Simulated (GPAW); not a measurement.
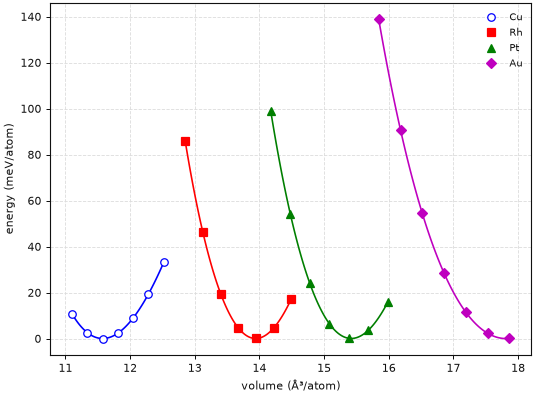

The picture above shows the energy against volume, with one curve for each element, for Au, Cu, Pt and Rh (all in space group Fm-3m (No. 225)).

Calculation (GPAW 26.7.0): PAW DFT in plane waves, on a grid or in atomic orbitals, no spin polarisation; energies at scaled volumes of the given cell, shape and fractions fixed, counted from the fit's minimum, third-order Birch-Murnaghan fit. Level: r2SCAN.

occupations Fermi–Dirac; smearing width 0.05 eV; potentials GPAW PAW data sets (gpaw data 1.2.1); wave cutoff 600 eV.

Settings that differ: Cu: k mesh 13×13×13; Rh: k mesh 12×12×12; Pt: k mesh 12×12×12; Au: k mesh 11×11×11.

Order the curves by fitted equilibrium volume, smallest first.

Cu 11.575, Rh 13.941, Pt 15.419, Au 17.816 Å³/atom.

Order the curves by fitted bulk modulus, smallest first.

Au 153.7, Cu 162.0, Pt 263.6, Rh 274.1 GPa.

Keep in mind: the fit and the printed pressures don't fully agree, or the minimum lies near the end of the range; spin-orbit coupling left out, heavy elements (Pt, Au).
